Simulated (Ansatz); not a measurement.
Structure of Bi:

```cif
data_structure
_symmetry_space_group_name_H-M 'P 1'
_symmetry_Int_Tables_number 1
_cell_length_a 4.0236
_cell_length_b 4.0236
_cell_length_c 4.0236
_cell_angle_alpha 90.000
_cell_angle_beta 90.000
_cell_angle_gamma 90.000
_cell_volume 65.14
loop_
_atom_site_label
_atom_site_type_symbol
_atom_site_fract_x
_atom_site_fract_y
_atom_site_fract_z
_atom_site_occupancy
Bi1 Bi 0.00000 0.00000 0.00000 1
Bi2 Bi 0.50000 0.50000 0.50000 1
```

Structure used: the input geometry of an electronic-structure calculation (not necessarily at equilibrium); the starting structure was generated, so it need not be a known form of this composition.

Which powder rings are expected with λ = 0.5594 Å and a flat detector at 200 mm? List the innermost 5, leaving out those under 3 % of the strongest.

Answer.
```
ring   radius  2θ (°)  d (Å)  hkl
   1  39.9 mm   11.28   2.85  110
   2  57.3 mm   15.98   2.01  200
   3  71.2 mm   19.61  1.643  211
   4  83.6 mm   22.68  1.423  220
   5  95.0 mm   25.40  1.272  310
```

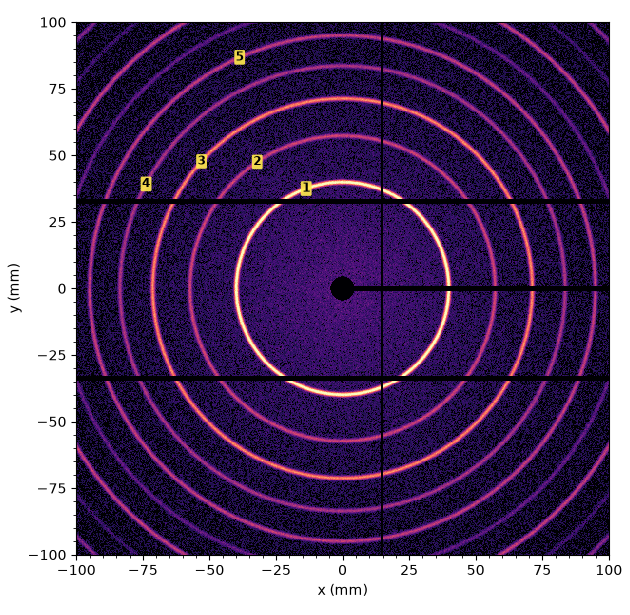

Simulated X-ray powder rings on a flat area detector normal to the beam: λ = 0.5594 Å, sample-to-detector distance 200 mm, axes in mm from the beam centre, for a fine-grained powder without texture. Kinematic intensities with B = 0.8 Å² for all atoms, without absorption; brightness goes as intensity to the power 0.4, clipped at the top, with counting noise. Reflections closer than the ring width show as one ring. The numbers mark the rings of the table.
